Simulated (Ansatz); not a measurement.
## Run report: Ti, single-point calculation

Ti (6 atoms in the cell), computed with DFT LDA, scalar-relativistic, plane waves, PAW, no spin polarisation (Ansatz 0.2.0).

The structure derives from a Materials Project entry. It belongs to a series of runs on one base structure; here: band edges of the strained film's bulk. Figures and captions count atoms from 1; the log counts them from 0 in places.

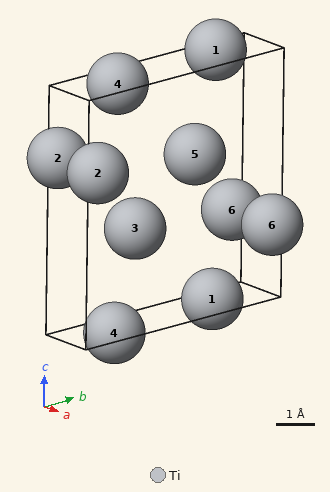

**Figure 1.** The input geometry (spheres-only view of the reduced cell, seen slightly off an axis; atoms are numbered from 1 in the order of the input). An atom can appear more than once, as a periodic image.

Results in brief:

| quantity | value |
| --- | --- |
| outcome | converged |
| space group (tolerance 0.01 Å) | Cmcm (63) |
| electrons treated | 72 |
| free energy | −14701.7563 eV |
| Fermi energy | 13.851 eV |
| gap on the k-point mesh | none (metallic) |
| pressure | −2.96 GPa |
| largest force (length of the vector) | 0.002 eV/Å |
| hardware | 8 threads of Intel Xeon (Granite Rapids), 192 GiB of memory available, shared host |
| wall time | 4.5 s (CPU time 30 s) |
| peak memory | 1.1 GiB |

The input:
```yaml
crystal:
  lattice:
    - [6.884840012, 1.343e-07, 0.0014700855]
    - [-2.2949464705, 10.2633135386, -0.002365176]
    - [-1.9121581497, -1.7108068097, 1.4005866905]
  atoms:
    - { symbol: Ti, position: [0.312405023, 0.0311315625, -7.74354e-05] }
    - { symbol: Ti, position: [0.6457383563, 0.6977982291, -7.74354e-05] }
    - { symbol: Ti, position: [0.9790716897, 0.3644648958, -7.74354e-05] }
    - { symbol: Ti, position: [0.687594977, 0.9688684375, 7.74354e-05] }
    - { symbol: Ti, position: [0.0209283103, 0.6355351042, 7.74354e-05] }
    - { symbol: Ti, position: [0.3542616437, 0.3022017709, 7.74354e-05] }
basis:
  ecutwfc: 420
kpoints:
  mp_grid: { grid: [5, 4, 24] }
hamiltonian:
  xc: lda
scf:
  occupations: { method: gaussian, width: 0.1 }
output:
  forces: true
  stress: true
  eigenvalues: true
```

Launched with:
```bash
ansatz run input.yaml --threads 8 --pin off --max-ram 28672MiB --backend cpu --events-out ev --progress --plain --runs-dir out
```

What the program printed:
```
basis.fft_grid_basis auto: the FFT boxes are laid along the combinations [[1, 0, 2], [1, 1, 3], [0, 0, 1]] of the cell's own vectors, 5.379, 6.730 and 2.923 Å long. The dense box has 36×45×20 points. Along the cell's own vectors, as sized, it would have 48×72×20, 2.13 times as many. Of the 6 symmetry operations that the crystal satisfies within crystal.symmetry.tolerance (time reversal apart; of a slab, those that keep its plane) the dense box along the cell's own vectors carries 6, and the one as laid loses 4 of those. basis.fft_grid_basis: typed keeps the cell's own vectors: state it where this run's energies or levels are differenced outside the engine with another run's, or held beside a run that keeps those vectors.
Engine: ansatz 0.2.0, x86_64-unknown-linux-gnu
Pseudopotentials: kind: paw
Pseudopotential: Ti, paw, valence charge 12, recommended cutoff 420 eV (normal), Ti.paw.azcp
Functional definition: SPW92
  exchange = slater_x
  correlation = pw_c
Crystal: 6 atoms, lattice volume = 98.974 Å³
Basis set: ecut = 420 eV, 1913 PW (Γ), FFT grids on a1+2a3, a1+a2+3a3, a3
Bands: 44, of which v1, the nominal top of the filled ones, is band 36 counted from 1 (35 counted from 0)
Symmetry: 6 space group operations
Space group: P-1 (ITA 2), of the structure as read, at distance tolerance 4.6e-5 Å
k-points: 242 of 480
Non-local potential: Ti, projectors of the file, l = 0: 3, l = 1: 2, l = 2: 3, l = 3: 1
PAW form: soft (Blöchl's): semilocal exchange-correlation on the pseudo side does not see the compensation charge
PAW frozen core: Ti, regenerated for the run's functional, and the local potential with it (the file was generated under x = pbe(κ = 0.804, μ = 0.2195149727645171), c = pbe(β = 0.06672455060314922))
PAW one-centre angular grid: Ti, 590 points (default); XC on 64 Gauss nodes
Initial density: superposition of atomic densities (neutral atoms: chi_scale 0, normalization atom), corrected by the library's trained network
Initial wavefunctions: pseudopotential atomic-orbital guess
Functional: x = slater, c = lda
SCF iter   1: F=—  HF=-14701.761085 eV  |F-HF|=—  |Δ(HF+E_count)|=         —  Δρ=6.52e-3  dr2=1.76e-2  ethr=1.77e-3  ⟨swp⟩=6.1  Hψ=41682  notcnv=0
preconditioner: auto → Kerker (q_TF=auto, 2.587 Å⁻¹)  [metal: Δε(μ)=0.004 eV  Ē_g=2.475 eV  σ=0.100 eV  W_gap=0.02  n_scr=30 (ndim 8)  ℏωp=18.3 eV  f_vac=0.000  D(μ)=7.31/eV (n_scr^D=76)]
SCF iter   2: F=—  HF=-14701.756795 eV  |F-HF|=—  |Δ(HF+E_count)|=   4.29e-3  Δρ=3.30e-3  dr2=4.53e-3  ethr=2.45e-5  ⟨swp⟩=2.6  Hψ=19099  notcnv=0  defer=1
SCF iter   3: F=—  HF=-14701.756326 eV  |F-HF|=—  |Δ(HF+E_count)|=   4.69e-4  Δρ=5.13e-4  dr2=1.81e-4  ethr=6.29e-6  ⟨swp⟩=3.0  Hψ=20511  notcnv=0  defer=1
SCF iter   4: F=—  HF=-14701.756320 eV  |F-HF|=—  |Δ(HF+E_count)|=   5.73e-6  Δρ=1.82e-4  dr2=1.69e-5  ethr=2.51e-7  ⟨swp⟩=2.9  Hψ=19183  notcnv=0  defer=1
SCF iter   5: F=—  HF=-14701.756299 eV  |F-HF|=—  |Δ(HF+E_count)|=   2.11e-5  Δρ=5.47e-5  dr2=2.45e-6  ethr=2.35e-8  ⟨swp⟩=2.5  Hψ=19256  notcnv=0  defer=1
SCF iter   6: F=—  HF=-14701.756299 eV  |F-HF|=—  |Δ(HF+E_count)|=   3.17e-7  Δρ=1.34e-5  dr2=1.57e-7  ethr=3.41e-9  ⟨swp⟩=2.0  Hψ=12598  notcnv=0  defer=1
SCF iter   7: F=-14701.756299 eV  HF=-14701.756299 eV  |F-HF|=4.58e-9  |Δ(HF+E_count)|=   3.91e-8  Δρ=2.99e-6  dr2=8.49e-9  ethr=1.39e-10  ⟨swp⟩=7.0  Hψ=33485  notcnv=0
SCF 1 converged in 7 iterations: F = -14701.756299 eV  dr2 = 8.49e-9
  greatest PAW one-centre occupation: 0.999 electrons in one spin orbital (limit 2), on the Ti atom at site 5 (counted from 0), in its partial waves of l = 0
```

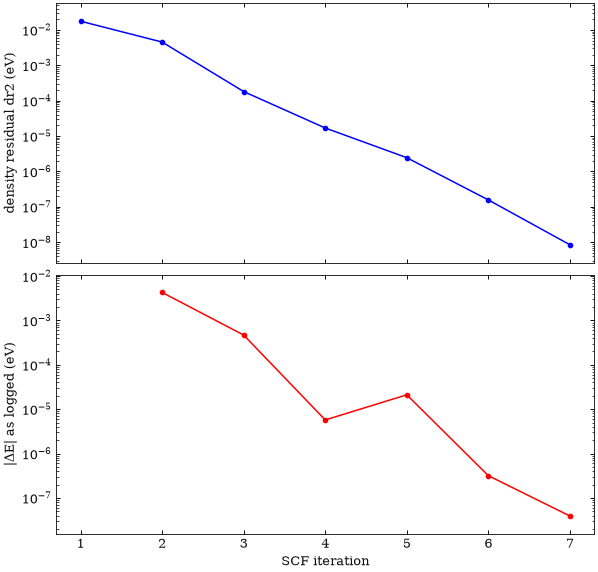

**Figure 2.** Convergence of the self-consistent field: density residual dr2 and size of the energy change against the SCF iteration. The residual falls at every step.

```
SCF converged after 7 iterations
Free energy (F): -14701.756299 eV
Harris-Foulkes:  -14701.756299 eV  (|F-HF|=4.58e-9)
Internal energy: -14701.718760 eV  (E = F + TS)
E sigma→0 (E₀):  -14701.737529 eV
Entropy (-TS):   -0.037539 eV (-6.256 meV/atom)
Fermi energy:    13.850793 eV
--- Per-component energies (eV) ---
  E_band       = -887.532384
  E_kinetic    = 1640.772445
  E_local      = -4731.379398  (includes V_loc(G=0)·N_el)
  E_nonlocal   = 73.056622
  E_hartree    = 1946.847655
  E_xc         = -581.606428
  E_vxc        = -731.986349  (∫ρ·V_xc dr)
  E_paw        = -5994.948471  (= ΣΔE_a)
  E_vpaw       = -1031.685986  (= ΣTr[D̂ρ^β])
  E_aug_tail   = 0.000626  (compensation charges beyond the density's cutoff)
  E_ewald      = -7056.417512
  E_core_change = 1.955702  (= ΣΔE_core)
  E_smearing   = -0.037539  (= −TS)
  E_closure    = -0.000000  (closes the sum)
  Σ components = -14701.756299   (vs F -14701.756299, Δ=0.00e0)
--- Forces (eV/Å), atoms counted from 1 ---
  atom   1  Ti     0.00125590     0.00114326     0.00005422
  atom   2  Ti     0.00125590     0.00114326     0.00005422
  atom   3  Ti     0.00125590     0.00114326     0.00005422
  atom   4  Ti    -0.00125590    -0.00114326    -0.00005422
  atom   5  Ti    -0.00125590    -0.00114326    -0.00005422
  atom   6  Ti    -0.00125590    -0.00114326    -0.00005422
  max |Σ_I F_I| component: 2.17e-19 eV/Å
--- Stress (GPa, compression-positive) ---
       -4.512021      -0.743494      -0.000719
       -0.743493      -4.362934       0.006471
       -0.000719       0.006471       0.006104
  P = ⅓ Tr σ = -2.9563 GPa (-29.563 kbar)
--- Band table (eV; the first three rows and the last of 242) ---
  k-point 0: bands = ["-42.2711", "-42.1311", "-42.1311", "-42.0975", "-42.0796", "-42.0796", "-19.2435", "-19.0535", "-19.0535", "-18.9324", "-18.9324", "-18.7084", "-18.7084", "-18.5978", "-18.5978", "-18.5243", "-18.5243", "-18.5229", "-18.4867", "-18.4867", "-18.4214", "-18.3930", "-18.3757", "-18.3330", "7.6679", "10.7316", "10.7316", "11.0821", "11.6565", "11.6565", "12.7160", "12.7160", "13.4108", "13.4108", "14.2603", "14.4546", "14.4546", "14.6113", "14.8505", "14.9833", "14.9833", "15.0384", "15.0384", "15.0996"]
  k-point 1: bands = ["-42.2636", "-42.1567", "-42.1089", "-42.0954", "-42.0937", "-42.0678", "-19.2294", "-19.1090", "-19.0149", "-19.0136", "-18.8346", "-18.7135", "-18.6648", "-18.6338", "-18.5634", "-18.5297", "-18.5253", "-18.5136", "-18.5109", "-18.4643", "-18.4595", "-18.3973", "-18.3766", "-18.3711", "7.8314", "10.2637", "11.0316", "11.2117", "11.6263", "11.6621", "12.7011", "12.8186", "13.2021", "13.5905", "14.1871", "14.3957", "14.4815", "14.5461", "14.6561", "14.7390", "14.9872", "15.0319", "15.0762", "15.2613"]
  k-point 2: bands = ["-42.2423", "-42.1802", "-42.1111", "-42.0947", "-42.0832", "-42.0624", "-19.1887", "-19.1378", "-19.0498", "-19.0108", "-18.7582", "-18.7225", "-18.6509", "-18.6036", "-18.5596", "-18.5552", "-18.5547", "-18.5336", "-18.5101", "-18.4657", "-18.4638", "-18.4477", "-18.4106", "-18.3892", "8.3039", "9.7662", "11.1855", "11.4826", "11.5617", "11.6815", "12.7929", "12.9598", "13.0693", "13.6876", "13.7819", "14.1245", "14.1677", "14.3852", "14.5998", "14.7708", "15.1026", "15.1149", "15.2501", "15.2509"]
  k-point 241: bands = ["-42.2331", "-42.1533", "-42.1309", "-42.1124", "-42.1074", "-42.0496", "-19.1232", "-19.0931", "-18.9381", "-18.9200", "-18.8520", "-18.8386", "-18.6773", "-18.5744", "-18.5586", "-18.5563", "-18.5467", "-18.5411", "-18.4970", "-18.4821", "-18.4785", "-18.4705", "-18.4094", "-18.3826", "8.5164", "10.3162", "10.8479", "11.2380", "11.2787", "11.6757", "12.1507", "13.3079", "13.3085", "13.5858", "13.6173", "14.0238", "14.2815", "14.3171", "14.5158", "14.5369", "14.8560", "14.9797", "15.0065", "15.0468"]
```

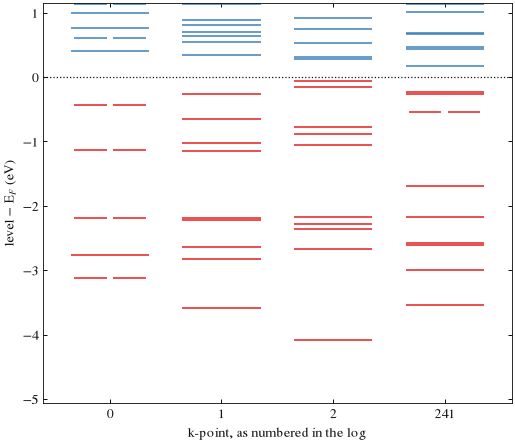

**Figure 3.** Kohn–Sham levels near the Fermi level (dotted) at the few k-points that the log prints; levels within 0.02 eV of each other stand side by side. The system is metallic on the full mesh.
